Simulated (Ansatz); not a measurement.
# From LDA to G0W0: Ga2S3 (Cc)

Aim: the quasiparticle gap of Ga2S3 (Cc), starting from LDA.

Program: Ansatz 0.2.0. Level of theory: LDA, then G0W0 on it, plane waves, PAW. Results are calculated unless marked as measured.

## Step 1: The structure

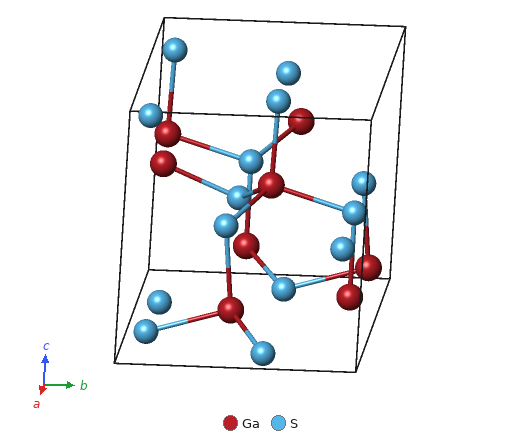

Start, viewed slightly off an axis; gallium red, sulfur blue. This picture shows the conventional cell, with its axes. Bonds to atoms that aren't drawn are left out. Some periodic images of atoms are drawn too.

Coordinates:

```cif
data_structure
_symmetry_space_group_name_H-M 'Cc'
_symmetry_Int_Tables_number 9
_cell_length_a 11.1070
_cell_length_b 6.3950
_cell_length_c 7.0210
_cell_angle_alpha 90.000
_cell_angle_beta 121.170
_cell_angle_gamma 90.000
_cell_volume 426.70
loop_
_atom_site_label
_atom_site_type_symbol
_atom_site_symmetry_multiplicity
_atom_site_Wyckoff_symbol
_atom_site_fract_x
_atom_site_fract_y
_atom_site_fract_z
_atom_site_occupancy
Ga1 Ga 4 a 0.54213 0.90234 0.12512 1
Ga2 Ga 4 a 0.70026 0.43206 0.11559 1
S1 S 4 a 0.99500 0.08610 0.98380 1
S2 S 4 a 0.83780 0.40750 0.49990 1
S3 S 4 a 0.67410 0.08400 0.00840 1
```

The cell and positions come from the Crystallography Open Database and are kept as given unless a step says otherwise.

The logs state that the PAW files were generated under PBE.

## Step 2: Bands along the symmetry lines

Levels along a band path and on the mesh show where this functional puts the band edges.

This step: DFT, LDA, plane waves, PAW; PAW set soft_1.

input.yaml

```yaml
crystal:
  lattice:
    - [5.5535, -3.1975, 0.0]
    - [5.5535, 3.1975, 0.0]
    - [-3.6339226554, 0.0, 6.0074160114]
  atoms:
    - { symbol: Ga, position: [0.63979, 0.44447, 0.12512] }
    - { symbol: Ga, position: [0.44447, 0.63979, 0.62512] }
    - { symbol: Ga, position: [0.2682, 0.13232, 0.11559] }
    - { symbol: Ga, position: [0.13232, 0.2682, 0.61559] }
    - { symbol: S, position: [0.9089, 0.0811, 0.9838] }
    - { symbol: S, position: [0.0811, 0.9089, 0.4838] }
    - { symbol: S, position: [0.4303, 0.2453, 0.4999] }
    - { symbol: S, position: [0.2453, 0.4303, 0.9999] }
    - { symbol: S, position: [0.5901, 0.7581, 0.0084] }
    - { symbol: S, position: [0.7581, 0.5901, 0.5084] }
kpoints:
  mp_grid: { grid: [4, 4, 4] }
  band_path:
    path:
      - [[0.0, 0.0, 0.0], [-0.36320096, 0.36320096, 0.0]]
      - [[-0.63679904, -0.36320096, 0.0], [-0.5, -0.5, 0.0], [0.0, 0.0, 0.0], [-0.5, -0.5, 0.5], [-0.72948728, -0.27051272, 0.5]]
      - [[-0.27051272, 0.27051272, 0.5], [0.0, 0.0, 0.5], [0.0, 0.0, 0.0]]
      - [[-0.5, 0.0, 0.5], [0.0, 0.0, 0.0], [-0.5, 0.0, 0.0]]
    npoints: 10
hamiltonian:
  xc: lda
  pseudopotentials: { kind: paw, azcp: { folder: soft_1 }, xc_functional: pbe }
scf:
  occupations: { method: fermi_dirac, width: 0.02 }
  n_extra_bands: 7
output:
  eigenvalues: true
  write_density: true
  write_potential: true
  elf: true
  volumetric_format: npy
```

The run is started by

```sh
$ ansatz run input.yaml --threads 3 --pin off --max-ram 92160MiB --backend cuda --events-out ev --progress --plain --runs-dir out --devices 1 --max-vram 13GiB
```

Numbers of over 12 decimals in the logs are rounded to 6 here.

Log:

```text
scf.n_extra_bands = 7 over 44 filled bands (N_el = 88.0): the run solves 51 bands
GPUs: using 1 of 1 available (devices: 1).
Engine: ansatz 0.2.0, x86_64-unknown-linux-gnu
Pseudopotentials: kind: paw
Pseudopotential: Ga, paw, valence charge 13, recommended cutoff 420 eV (normal), soft_1/Ga.paw.azcp
Pseudopotential: S, paw, valence charge 6, recommended cutoff 420 eV (normal), soft_1/S.paw.azcp
Functional definition: SPW92
  exchange = slater_x
  correlation = pw_c
device memory: the entry about to start is reckoned to put 3.7 GiB on a device that reports 33.2 GiB free (of which the cap on the GPU budget leaves the run 13.0 GiB)
GPU FFT provider: cuFFT
GPU libraries: cuBLAS 13.8.2, cuFFT 12.4.0, cuSOLVER 12.3.4
Crystal: 10 atoms, lattice volume = 213.351 Å³
Basis set: ecut = 420 eV, 4167 PW (Γ)
Bands: 51, of which v1, the nominal top of the filled ones, is band 44 counted from 1 (43 counted from 0)
Symmetry: 2 space group operations
Space group: Cc (ITA 9), of the structure as read, at distance tolerance 6.0e-5 Å
k-points: 24 of 64 (time reversal used)
Non-local potential: Ga, projectors of the file, l = 0: 2, l = 1: 2, l = 2: 3, l = 3: 1
Non-local potential: S, projectors of the file, l = 0: 2, l = 1: 2, l = 2: 1
PAW form: soft (Blöchl's): semilocal exchange-correlation on the pseudo side does not see the compensation charge
PAW frozen core: Ga, regenerated for the run's functional, and the local potential with it (the file was generated under x = pbe(κ = 0.804, μ = 0.219515), c = pbe(β = 0.066725))
PAW frozen core: S, regenerated for the run's functional, and the local potential with it (the file was generated under x = pbe(κ = 0.804, μ = 0.219515), c = pbe(β = 0.066725))
PAW one-centre angular grid: Ga, 590 points (default); XC on 64 Gauss nodes
PAW one-centre angular grid: S, 110 points (default); XC on 64 Gauss nodes
Initial density: superposition of atomic densities (chi_scale 0.1, normalization cell, long waves kept (reshape's long-wave potential 0.05 eV rms))
Initial wavefunctions: pseudopotential atomic-orbital guess
GPU buffer pool allocated for 97200 grid points (all kernels)
GPU transforms: local potential and band sums: pruned to the plane-wave sphere, on 45×45×48
Functional: x = slater, c = lda
SCF iter   1: F=—  HF=-20053.031610 eV  |F-HF|=—  |Δ(HF+E_count)|=         —  Δρ=4.88e-2  dr2=3.49e0  ethr=3.10e-3  ⟨swp⟩=8.5  Hψ=5631  notcnv=0
preconditioner: auto → Resta (q_TF=auto, 2.354 Å⁻¹)  ε∞=4.0  [insulator: Δε(μ)=1.989 eV  Ē_g=13.800 eV  σ=0.020 eV  W_gap=1.00  n_scr=52 (ndim 8)  ℏωp=23.8 eV  f_vac=0.000  D(μ)=0.00/eV (n_scr^D=0)  ε∞_Penn≈4.0]
SCF iter   2: F=—  HF=-20052.142996 eV  |F-HF|=—  |Δ(HF+E_count)|=   8.89e-1  Δρ=2.29e-2  dr2=8.56e-1  ethr=3.10e-3  ⟨swp⟩=4.0  Hψ=2621  notcnv=0  defer=72
SCF iter   3: F=—  HF=-20051.847070 eV  |F-HF|=—  |Δ(HF+E_count)|=   2.96e-1  Δρ=6.25e-3  dr2=6.83e-2  ethr=9.73e-4  ⟨swp⟩=3.0  Hψ=2438  notcnv=0  defer=72
SCF iter   4: F=—  HF=-20051.796033 eV  |F-HF|=—  |Δ(HF+E_count)|=   5.10e-2  Δρ=2.14e-3  dr2=1.02e-2  ethr=7.77e-5  ⟨swp⟩=3.0  Hψ=2394  notcnv=0  defer=72
SCF iter   5: F=—  HF=-20051.797305 eV  |F-HF|=—  |Δ(HF+E_count)|=   1.27e-3  Δρ=7.62e-4  dr2=1.70e-3  ethr=1.16e-5  ⟨swp⟩=2.0  Hψ=2304  notcnv=0  defer=72
SCF iter   6: F=—  HF=-20051.796973 eV  |F-HF|=—  |Δ(HF+E_count)|=   3.31e-4  Δρ=2.17e-4  dr2=1.48e-4  ethr=1.94e-6  ⟨swp⟩=2.5  Hψ=1939  notcnv=0  defer=72
SCF iter   7: F=—  HF=-20051.797072 eV  |F-HF|=—  |Δ(HF+E_count)|=   9.88e-5  Δρ=8.39e-5  dr2=2.12e-5  ethr=1.69e-7  ⟨swp⟩=2.8  Hψ=2467  notcnv=0  defer=72
SCF iter   8: F=—  HF=-20051.797198 eV  |F-HF|=—  |Δ(HF+E_count)|=   1.26e-4  Δρ=2.50e-5  dr2=1.66e-6  ethr=2.41e-8  ⟨swp⟩=3.0  Hψ=2268  notcnv=0  defer=72
SCF iter   9: F=—  HF=-20051.797199 eV  |F-HF|=—  |Δ(HF+E_count)|=   6.28e-7  Δρ=1.33e-5  dr2=4.33e-7  ethr=1.89e-9  ⟨swp⟩=2.0  Hψ=2208  notcnv=0  defer=72
SCF iter  10: F=-20051.797198 eV  HF=-20051.797199 eV  |F-HF|=5.45e-8  |Δ(HF+E_count)|=   2.23e-7  Δρ=4.10e-6  dr2=2.96e-8  ethr=1.14e-10  ⟨swp⟩=10.9  Hψ=4774  notcnv=0
SCF 1 converged in 10 iterations: F = -20051.797198 eV  dr2 = 2.96e-8
  greatest PAW one-centre occupation: 0.995 electrons in one spin orbital (limit 2), on the Ga atom at site 1 (counted from 0), in its partial waves of l = 2
device memory: the entry about to start is reckoned to put 4.2 GiB on a device that reports 32.3 GiB free (of which the cap on the GPU budget leaves the run 13.0 GiB)
NSCF: frozen V_eff on 94 k-points
SCF converged after 10 iterations
Free energy (F): -20051.797198 eV
Harris-Foulkes:  -20051.797199 eV  (|F-HF|=5.45e-8)
Internal energy: -20051.797198 eV  (E = F + TS)
E sigma→0 (E₀):  -20051.797198 eV
Fermi energy:    6.343821 eV
--- Per-component energies (eV) ---
  E_band       = -377.887656
  E_kinetic    = 1082.678366
  E_local      = -8025.758653  (includes V_loc(G=0)·N_el)
  E_nonlocal   = -145.708453
  E_hartree    = 4573.835717
  E_xc         = -778.694381
  E_vxc        = -720.023014  (∫ρ·V_xc dr)
  E_paw        = -11132.090361  (= ΣΔE_a)
  E_vpaw       = -1716.744318  (= ΣTr[D̂ρ^β])
  E_aug_tail   = -0.000850  (compensation charges beyond the density's cutoff)
  E_ewald      = -5633.891695
  E_core_change = 7.833111  (= ΣΔE_core)
  E_smearing   = -0.000000  (= −TS)
  E_closure    = 0.000000  (closes the sum)
  Σ components = -20051.797198   (vs F -20051.797198, Δ=0.00e0)
--- Band table (eV; the first three rows and the last of 24) ---
  k-point 0: bands = [... 40 lower, 4.4618, 4.8446, 4.9859, 5.5088, 7.1744, 7.7069, 8.5095, 8.7705, ... 3 higher]
  k-point 1: bands = [... 40 lower, 4.4688, 4.4815, 4.8970, 5.1799, 7.8504, 7.9860, 8.7449, 8.8745, ... 3 higher]
  k-point 2: bands = [... 40 lower, 4.3855, 4.3855, 4.9005, 4.9005, 8.2991, 8.2991, 9.0362, 9.0362, ... 3 higher]
  k-point 23: bands = [... 40 lower, 4.0094, 4.0094, 4.9173, 4.9173, 7.8982, 7.8982, 8.7139, 8.7139, ... 3 higher]
```

Wall time 6 s (1 × NVIDIA H100 80GB HBM3 (shared by 6 runs) with 3 threads of AMD EPYC 7R13 (Zen 3), shared host); peak memory 1 GiB; 9.1 s of CPU time.

The column dr2 measures how far the density is from self-consistency, as an energy; F and HF (Harris–Foulkes) agree once it is small.

Numbers from this step:

| Item | Value |
| --- | --- |
| filled bands | 44 |
| gap | 1.666 eV |
| valence top at | Γ |
| conduction bottom at | Γ |
| least direct gap | 1.666 eV |

Over mesh and path the gap is 1.666 eV, direct, at k = Γ.

The electronic bands at the labelled points (eV, zero at the top of the highest nominally filled band):

| point | band 41 | band 42 | band 43 | band 44 | band 45 | band 46 | band 47 | band 48 |
| --- | --- | --- | --- | --- | --- | --- | --- | --- |
| Γ | -1.05 | -0.66 | -0.52 | 0.00 | 1.67 | 2.20 | 3.00 | 3.26 |
| C | -1.53 | -1.30 | -1.17 | -0.22 | 2.27 | 2.48 | 2.59 | 2.94 |
| jump to C2 | -1.53 | -1.30 | -1.17 | -0.22 | 2.27 | 2.48 | 2.59 | 2.94 |
| Y2 | -1.78 | -1.50 | -1.48 | -0.27 | 2.50 | 2.80 | 3.02 | 3.34 |
| Γ | -1.05 | -0.66 | -0.52 | 0.00 | 1.67 | 2.20 | 3.00 | 3.26 |
| M2 | -1.50 | -1.50 | -0.59 | -0.59 | 2.39 | 2.39 | 3.21 | 3.21 |
| D | -1.43 | -1.43 | -0.66 | -0.66 | 2.55 | 2.55 | 2.90 | 2.90 |
| jump to D2 | -1.43 | -1.43 | -0.66 | -0.66 | 2.55 | 2.55 | 2.90 | 2.90 |
| A | -1.12 | -1.12 | -0.61 | -0.61 | 2.79 | 2.79 | 3.53 | 3.53 |
| Γ | -1.05 | -0.66 | -0.52 | 0.00 | 1.67 | 2.20 | 3.00 | 3.26 |
| jump to L2 | -1.68 | -1.17 | -0.95 | -0.62 | 2.37 | 2.84 | 3.29 | 3.40 |
| Γ | -1.05 | -0.66 | -0.52 | 0.00 | 1.67 | 2.20 | 3.00 | 3.26 |
| V2 | -1.50 | -1.37 | -1.21 | -0.14 | 2.34 | 2.44 | 3.00 | 3.26 |

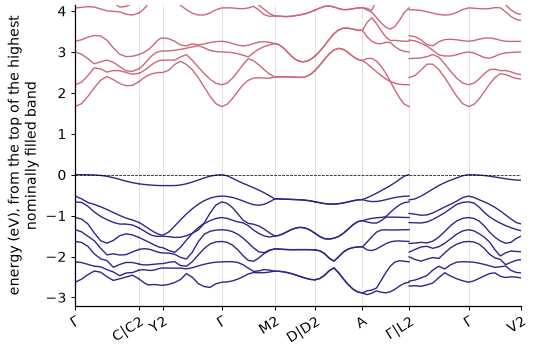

Electronic bands along the path; lines of filled and empty bands in two colours.

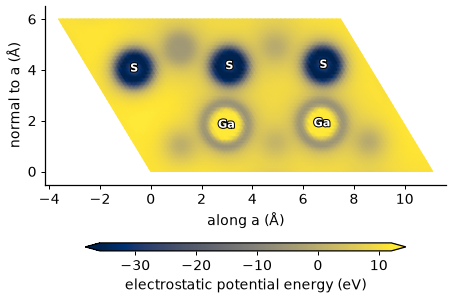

Electrostatic potential energy in the ac plane of the conventional cell at fractional y = 0.068, with atoms of Ga and S within 0.2 Å of it. With pseudopotentials it is smooth inside the atoms' cores, unlike the true potential. The map starts off the cell's origin, so that atoms lie inside it.

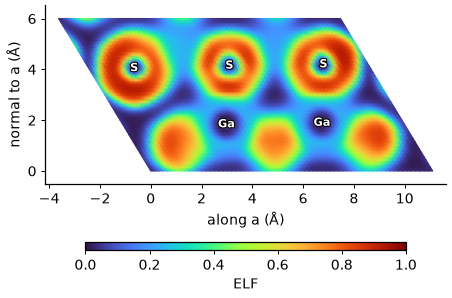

ELF in the ac plane of the conventional cell at fractional y = 0.068, with atoms of Ga and S within 0.2 Å of it. It is the smooth field of the valence electrons, not physical close to the nuclei. The map starts off the cell's origin, so that atoms lie inside it.

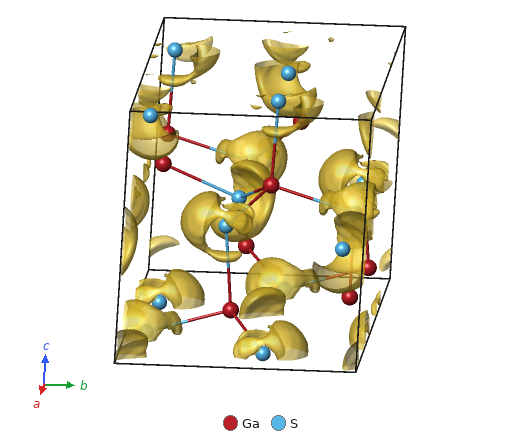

Surface of ELF = 0.85. Bonds to atoms that aren't drawn are left out.

(Part 1 of 3 ends here.)

[Paths, hosts, dates, memory and timing lines, banners, echoed tables and standing remarks are left out of the program output.]

[Logs are printed without paths, hosts, clocks, repeated set-up lines and the standing remarks that a program may print on its own settings, such as how far it seeks lower states.]

[Runs of the session that timed out or met a known fault of the program may be left out.]

[Cells called generated may have been cut or substituted from an entry of the Crystallography Open Database or the Materials Project.]

[Hosts, paths, dates, database ids (printed as entryN), source tags and the programs' standing remarks are cut or masked in the printed files.]

[Where an RPA ε∞ is given, it is that of the G0W0 mesh and is not shown converged in it. Names of k-points follow the symmetry that the program found, which can be lower than the space group named. Band edges on a path are those of the sampled points; other points can move an edge, and change direct to indirect where valleys lie close.]

[Hybrid gaps are those of their k-mesh and are not shown converged in it.]
